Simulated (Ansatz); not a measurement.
# Iodine, solid I2 (Cmce) under LDA: testing the plane-wave cutoff, part 1 of 2

How high must the plane-wave cutoff be for energy and pressure to settle? The geometry was relaxed under LDA beforehand and stays fixed; 9 values are run, from 150 to 800 eV. Wanted are the values from which on the energy stays within 10 and 1 meV/atom, and the pressure within 0.5 GPa, of the last run. Within the series other settings stay, but some runs also write fields, which adds to their time. Spin polarisation is left out.

Computed with Ansatz 0.2.0 (DFT LDA, plane waves with PAW, scalar-relativistic, unless a step says otherwise).

### Step 1. Starting point

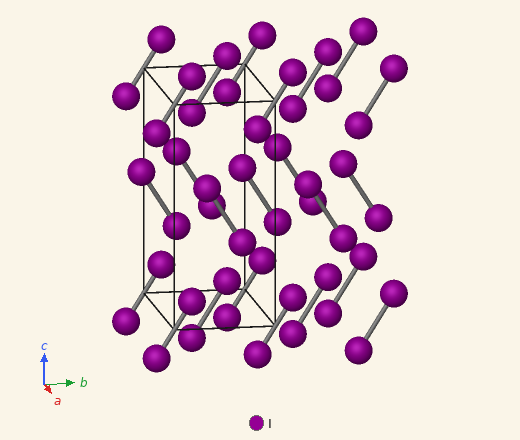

The structure, seen slightly off an axis (iodine purple). 1×2×1 conventional cells are drawn; the run uses a primitive one. Molecules are drawn whole.

Structure file:

```
CELL_PARAMETERS angstrom
3.58866 -2.14132 0.00000
3.58866 2.14132 0.00000
0.00000 0.00000 9.62721
ATOMIC_POSITIONS crystal
I 0.82543 0.17457 0.12318
I 0.67457 0.32543 0.62318
I 0.17457 0.82543 0.87682
I 0.32543 0.67457 0.37682
```

### Step 2. The usual settings first

Input file input.yaml:

```yaml
crystal:
  lattice:
    - [3.5886574692, -2.141315036, 0.0]
    - [3.5886574692, 2.141315036, 0.0]
    - [0.0, 0.0, 9.627213001]
  atoms:
    - { symbol: I, position: [0.8254264989, 0.1745735011, 0.1231842597] }
    - { symbol: I, position: [0.6745735011, 0.3254264989, 0.6231842597] }
    - { symbol: I, position: [0.1745735011, 0.8254264989, 0.8768157403] }
    - { symbol: I, position: [0.3254264989, 0.6745735011, 0.3768157403] }
hamiltonian:
  xc: lda
  pseudopotentials:
    kind: paw
    azcp:
      I: "pseudopotentials/I.paw.azcp"
basis:
  ecutwfc: 420
  fft_grid_basis: typed
kpoints:
  mp_grid: { grid: [8, 8, 3], shift: [0, 0, 0] }
magnetization:
  spin_polarized: false
scf:
  occupations: { method: fermi_dirac, width: 0.05 }
  lower_state_search: "off"
output:
  stress: true
  write_density: true
  write_potential: true
  elf: true
  volumetric_format: npy
```

Started as:

```bash
$ ansatz run input.yaml --threads 2 --pin off --max-ram 5120MiB --backend cpu --events-out ev --progress --plain --runs-dir out
```

The log of the run (excerpt; [...] marks lines left out):

```text
Warning: <dir> the record states the generating functional pbe (its physics header spells it `PBE`), which answers neither for hamiltonian.xc's functional nor for the lda family's — results may be inconsistent (PPs are generated against a specific XC)
Warning: RAYON_NUM_THREADS=2 ignored (pool sized by the plan → 2); use --threads N
[...]
Pseudopotentials: kind: paw
Pseudopotential: I, paw, valence charge 17, recommended cutoff 420 eV (normal), <dir>
Functional definition: SPW92
[...]
Crystal: 4 atoms, lattice volume = 147.960 Å³
Basis set: ecut = 420 eV, 2865 PW (Γ)
Bands: 41, of which v1, the nominal top of the filled ones, is band 34 counted from 1 (33 counted from 0)
Symmetry: 8 space group operations
Space group: Cmce (ITA 64), of the structure as read, at distance tolerance 5.3e-5 Å
k-points: 42 of 192
[...]
SCF iter   1: F=—  HF=-29423.438791 eV  |F-HF|=—  |Δ(HF+E_count)|=         —  Δρ=4.37e-3  dr2=9.49e-3  ethr=1.77e-3  ⟨swp⟩=9.7  Hψ=8522  notcnv=0  defer=13
[...]
SCF iter   7: F=-29423.437607 eV  HF=-29423.437607 eV  |F-HF|=1.00e-8  |Δ(HF+E_count)|=   3.02e-8  Δρ=2.42e-6  dr2=1.08e-8  ethr=1.47e-10  ⟨swp⟩=16.6  Hψ=12247  notcnv=0
[...]
SCF converged after 7 iterations
Free energy (F): -29423.437607 eV
[...]
E sigma→0 (E₀):  -29423.437570 eV
Entropy (-TS):   -0.000074 eV (-0.019 meV/atom)
Fermi energy:    6.869144 eV
[...]
--- Stress (GPa, compression-positive) ---
       -0.023410       0.000000       0.000000
        0.000000       0.075980       0.000000
        0.000000       0.000000      -0.179160
  P = ⅓ Tr σ = -0.0422 GPa (-0.422 kbar)
--- Band table (eV; the first three rows and the last of 42) ---
[...]
```

Wall time 8.2 s (2 threads of Arm Neoverse V2, shared host); peak memory 0.47 GiB.

### Step 3. With a cutoff of 150 eV

The run at 150 eV.

Edit input.yaml of step 2 so:

```diff
@@ -17,6 +17,6 @@
 basis:
-  ecutwfc: 420
+  ecutwfc: 150
   fft_grid_basis: typed
 kpoints:
-  mp_grid: { grid: [8, 8, 3], shift: [0, 0, 0] }
+  mp_grid: { grid: [9, 9, 4], shift: [0, 0, 0] }
 magnetization:
```

Started as:

```bash
$ ansatz run input.yaml --threads 2 --pin off --max-ram 5120MiB --backend cpu --events-out ev --progress --plain --runs-dir out
```

The log of the run (excerpt; [...] marks lines left out):

```text
Warning: basis.ecutwfc = 150 eV is below the records' recommended 420 eV, and the density's cutoff is lower with it unless basis.ecutrho_ratio is high enough to keep the records' density cutoff: compare with a run at a higher cutoff
Warning: <dir> the record states the generating functional pbe (its physics header spells it `PBE`), which answers neither for hamiltonian.xc's functional nor for the lda family's — results may be inconsistent (PPs are generated against a specific XC)
Warning: RAYON_NUM_THREADS=2 ignored (pool sized by the plan → 2); use --threads N
[...]
Pseudopotentials: kind: paw
Pseudopotential: I, paw, valence charge 17, recommended cutoff 420 eV (normal), <dir>
Functional definition: SPW92
[...]
Crystal: 4 atoms, lattice volume = 147.960 Å³
Basis set: ecut = 150 eV, 621 PW (Γ)
Bands: 41, of which v1, the nominal top of the filled ones, is band 34 counted from 1 (33 counted from 0)
Symmetry: 8 space group operations
Space group: Cmce (ITA 64), of the structure as read, at distance tolerance 5.3e-5 Å
k-points: 75 of 324
[...]
SCF iter   1: F=—  HF=-29156.216872 eV  |F-HF|=—  |Δ(HF+E_count)|=         —  Δρ=2.24e-1  dr2=3.83e1  ethr=1.77e-3  ⟨swp⟩=7.0  Hψ=13925  notcnv=0  defer=7
[...]
SCF iter   8: F=-29116.141275 eV  HF=-29116.141275 eV  |F-HF|=3.49e-10  |Δ(HF+E_count)|=   2.87e-8  Δρ=1.38e-6  dr2=3.48e-9  ethr=1.47e-10  ⟨swp⟩=14.2  Hψ=18063  notcnv=0
[...]
SCF converged after 8 iterations
Free energy (F): -29116.141275 eV
[...]
E sigma→0 (E₀):  -29116.141178 eV
Entropy (-TS):   -0.000192 eV (-0.048 meV/atom)
Fermi energy:    5.901076 eV
[...]
--- Stress (GPa, compression-positive) ---
        2.446345       0.000000       0.000000
        0.000000     -17.797297       0.000000
        0.000000       0.000000     -28.979144
  P = ⅓ Tr σ = -14.7767 GPa (-147.767 kbar)
--- Band table (eV; the first three rows and the last of 75) ---
[...]
```

It took 3.4 s on 2 threads of Arm Neoverse V2, shared host; peak memory 0.35 GiB.

### Step 4. With a cutoff of 200 eV

The run at 200 eV.

Edit input.yaml of step 3 so:

```diff
@@ -17,3 +17,3 @@
 basis:
-  ecutwfc: 150
+  ecutwfc: 200
   fft_grid_basis: typed
@@ -28,5 +28 @@
   stress: true
-  write_density: true
-  write_potential: true
-  elf: true
-  volumetric_format: npy
```

Started as:

```bash
$ ansatz run input.yaml --threads 2 --pin off --max-ram 5120MiB --backend cpu --events-out ev --progress --plain --runs-dir out
```

The log of the run (excerpt; [...] marks lines left out):

```text
Warning: basis.ecutwfc = 200 eV is below the records' recommended 420 eV, and the density's cutoff is lower with it unless basis.ecutrho_ratio is high enough to keep the records' density cutoff: compare with a run at a higher cutoff
Warning: <dir> the record states the generating functional pbe (its physics header spells it `PBE`), which answers neither for hamiltonian.xc's functional nor for the lda family's — results may be inconsistent (PPs are generated against a specific XC)
Warning: RAYON_NUM_THREADS=2 ignored (pool sized by the plan → 2); use --threads N
[...]
Pseudopotentials: kind: paw
Pseudopotential: I, paw, valence charge 17, recommended cutoff 420 eV (normal), <dir>
Functional definition: SPW92
[...]
Crystal: 4 atoms, lattice volume = 147.960 Å³
Basis set: ecut = 200 eV, 931 PW (Γ)
Bands: 39, of which v1, the nominal top of the filled ones, is band 34 counted from 1 (33 counted from 0)
Symmetry: 8 space group operations
Space group: Cmce (ITA 64), of the structure as read, at distance tolerance 5.3e-5 Å
k-points: 75 of 324
[...]
SCF iter   1: F=—  HF=-29389.783789 eV  |F-HF|=—  |Δ(HF+E_count)|=         —  Δρ=4.36e-2  dr2=1.24e0  ethr=1.77e-3  ⟨swp⟩=7.3  Hψ=11858  notcnv=0
[...]
SCF iter   7: F=-29388.018160 eV  HF=-29388.018160 eV  |F-HF|=8.08e-10  |Δ(HF+E_count)|=   1.91e-9  Δρ=2.18e-6  dr2=7.91e-9  ethr=1.47e-10  ⟨swp⟩=4.0  Hψ=9066  notcnv=0
[...]
SCF converged after 7 iterations
Free energy (F): -29388.018160 eV
[...]
E sigma→0 (E₀):  -29388.018135 eV
Entropy (-TS):   -0.000050 eV (-0.013 meV/atom)
Fermi energy:    6.787674 eV
[...]
--- Stress (GPa, compression-positive) ---
        0.152835       0.000000       0.000000
        0.000000      -0.460242       0.000000
        0.000000       0.000000       1.357106
  P = ⅓ Tr σ = 0.3499 GPa (3.499 kbar)
```

Wall time 3.3 s (2 threads of Arm Neoverse V2, shared host); peak memory 0.37 GiB.

### Step 5. With a cutoff of 250 eV

The run at 250 eV.

Edit input.yaml of step 4 so:

```diff
@@ -17,3 +17,3 @@
 basis:
-  ecutwfc: 200
+  ecutwfc: 250
   fft_grid_basis: typed
@@ -28 +28,5 @@
   stress: true
+  write_density: true
+  write_potential: true
+  elf: true
+  volumetric_format: npy
```

Started as:

```bash
$ ansatz run input.yaml --threads 2 --pin off --max-ram 5120MiB --backend cpu --events-out ev --progress --plain --runs-dir out
```

The log of the run (excerpt; [...] marks lines left out):

```text
Warning: basis.ecutwfc = 250 eV is below the records' recommended 420 eV, and the density's cutoff is lower with it unless basis.ecutrho_ratio is high enough to keep the records' density cutoff: compare with a run at a higher cutoff
Warning: <dir> the record states the generating functional pbe (its physics header spells it `PBE`), which answers neither for hamiltonian.xc's functional nor for the lda family's — results may be inconsistent (PPs are generated against a specific XC)
Warning: RAYON_NUM_THREADS=2 ignored (pool sized by the plan → 2); use --threads N
[...]
Pseudopotentials: kind: paw
Pseudopotential: I, paw, valence charge 17, recommended cutoff 420 eV (normal), <dir>
Functional definition: SPW92
[...]
Crystal: 4 atoms, lattice volume = 147.960 Å³
Basis set: ecut = 250 eV, 1361 PW (Γ)
Bands: 41, of which v1, the nominal top of the filled ones, is band 34 counted from 1 (33 counted from 0)
Symmetry: 8 space group operations
Space group: Cmce (ITA 64), of the structure as read, at distance tolerance 5.3e-5 Å
k-points: 75 of 324
[...]
SCF iter   1: F=—  HF=-29419.840091 eV  |F-HF|=—  |Δ(HF+E_count)|=         —  Δρ=1.14e-2  dr2=6.24e-2  ethr=1.77e-3  ⟨swp⟩=8.6  Hψ=13993  notcnv=0  defer=26
[...]
SCF iter   7: F=-29419.765464 eV  HF=-29419.765464 eV  |F-HF|=2.16e-9  |Δ(HF+E_count)|=   9.80e-9  Δρ=1.57e-6  dr2=5.57e-9  ethr=1.47e-10  ⟨swp⟩=15.8  Hψ=19656  notcnv=0
[...]
SCF converged after 7 iterations
Free energy (F): -29419.765464 eV
[...]
E sigma→0 (E₀):  -29419.765437 eV
Entropy (-TS):   -0.000054 eV (-0.013 meV/atom)
Fermi energy:    6.867665 eV
[...]
--- Stress (GPa, compression-positive) ---
       -0.127007       0.000000       0.000000
        0.000000       0.048627       0.000000
        0.000000       0.000000      -0.044561
  P = ⅓ Tr σ = -0.0410 GPa (-0.410 kbar)
--- Band table (eV; the first three rows and the last of 75) ---
[...]
```

Run time: 6 s. Hardware: 2 threads of Arm Neoverse V2, shared host; peak memory 0.42 GiB.

### Step 6. With a cutoff of 300 eV

The run at 300 eV.

Edit input.yaml of step 5 so:

```diff
@@ -17,3 +17,3 @@
 basis:
-  ecutwfc: 250
+  ecutwfc: 300
   fft_grid_basis: typed
@@ -28,5 +28 @@
   stress: true
-  write_density: true
-  write_potential: true
-  elf: true
-  volumetric_format: npy
```

Started as:

```bash
$ ansatz run input.yaml --threads 2 --pin off --max-ram 5120MiB --backend cpu --events-out ev --progress --plain --runs-dir out
```

The log of the run (excerpt; [...] marks lines left out):

```text
Warning: basis.ecutwfc = 300 eV is below the records' recommended 420 eV, and the density's cutoff is lower with it unless basis.ecutrho_ratio is high enough to keep the records' density cutoff: compare with a run at a higher cutoff
Warning: <dir> the record states the generating functional pbe (its physics header spells it `PBE`), which answers neither for hamiltonian.xc's functional nor for the lda family's — results may be inconsistent (PPs are generated against a specific XC)
Warning: RAYON_NUM_THREADS=2 ignored (pool sized by the plan → 2); use --threads N
[...]
Pseudopotentials: kind: paw
Pseudopotential: I, paw, valence charge 17, recommended cutoff 420 eV (normal), <dir>
Functional definition: SPW92
[...]
Crystal: 4 atoms, lattice volume = 147.960 Å³
Basis set: ecut = 300 eV, 1719 PW (Γ)
Bands: 39, of which v1, the nominal top of the filled ones, is band 34 counted from 1 (33 counted from 0)
Symmetry: 8 space group operations
Space group: Cmce (ITA 64), of the structure as read, at distance tolerance 5.3e-5 Å
k-points: 75 of 324
[...]
SCF iter   1: F=—  HF=-29423.176533 eV  |F-HF|=—  |Δ(HF+E_count)|=         —  Δρ=5.12e-3  dr2=1.19e-2  ethr=1.77e-3  ⟨swp⟩=9.0  Hψ=13217  notcnv=0
[...]
SCF iter   7: F=-29423.172631 eV  HF=-29423.172631 eV  |F-HF|=1.66e-8  |Δ(HF+E_count)|=   6.23e-8  Δρ=3.03e-6  dr2=1.10e-8  ethr=1.47e-10  ⟨swp⟩=4.9  Hψ=9557  notcnv=0
[...]
SCF converged after 7 iterations
Free energy (F): -29423.172631 eV
[...]
E sigma→0 (E₀):  -29423.172605 eV
Entropy (-TS):   -0.000051 eV (-0.013 meV/atom)
Fermi energy:    6.873607 eV
[...]
--- Stress (GPa, compression-positive) ---
       -0.024750       0.000000       0.000000
        0.000000       0.046832       0.000000
        0.000000       0.000000      -0.165480
  P = ⅓ Tr σ = -0.0478 GPa (-0.478 kbar)
```

It took 5.1 s on 2 threads of Arm Neoverse V2, shared host; peak memory 0.44 GiB.

(Continued in part 2 of 2.)
